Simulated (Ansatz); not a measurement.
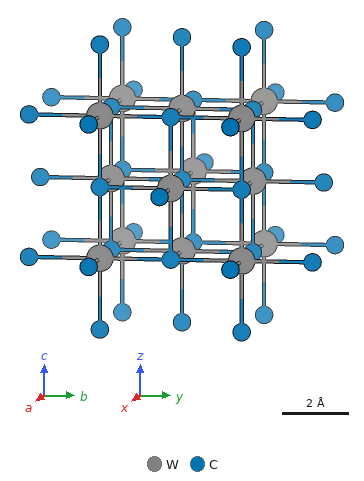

Energy scan for solid WC (Fm-3m), in which the cell is strained along y alone, with the atoms kept at their fractional coordinates. x, y and z are the Cartesian axes of the input. The picture shows the reference cell. Style: ball-and-stick. Shown: the conventional cell (4 times the calculation's cell), along the a axis, with a slight tilt. Lengths and directions refer to the drawn axes.

Level of theory: Ansatz 0.2.0, DFT PBE, scalar-relativistic, plane waves, PAW. Settings: plane-wave cutoff 420 eV; k-point mesh 24 × 24 × 24; occupations gaussian; smearing width 0.15 eV; no spin polarisation. Energies (free energies at the smearing named) are counted from the relaxed crystal.

```
W C
1.0
     0.00000    2.19001    2.19001
     2.19001    0.00000    2.19001
     2.19001    2.19001    0.00000
W C
1 1
Direct
  0.00000 0.00000 0.00000
  0.50000 0.50000 0.50000
```

**Predict the energy profile (the strain: −0.060, −0.045, −0.030, −0.015, 0.000, 0.015, 0.030, 0.045, 0.060).**

```csv
strain,E − E(ref) (meV/atom)
−0.060,112.3
−0.045,59.3
−0.030,24.7
−0.015,5.8
0.000,0.0
0.015,5.1
0.030,19.2
0.045,40.5
0.060,67.6
```

Of the computed points the lowest is at the strain 0.00, 0.0 meV/atom. The curvature at zero strain, (1/V) d²E/dε², is about 740 GPa; it is C₂₂ with clamped ions. The distortion takes the space group from Fm-3m to I4/mmm. At the strain −0.06 the cell of the drawing goes b 4.380 → 4.117 Å.

As a plot:

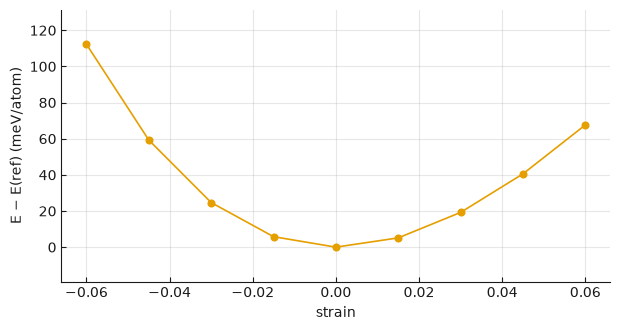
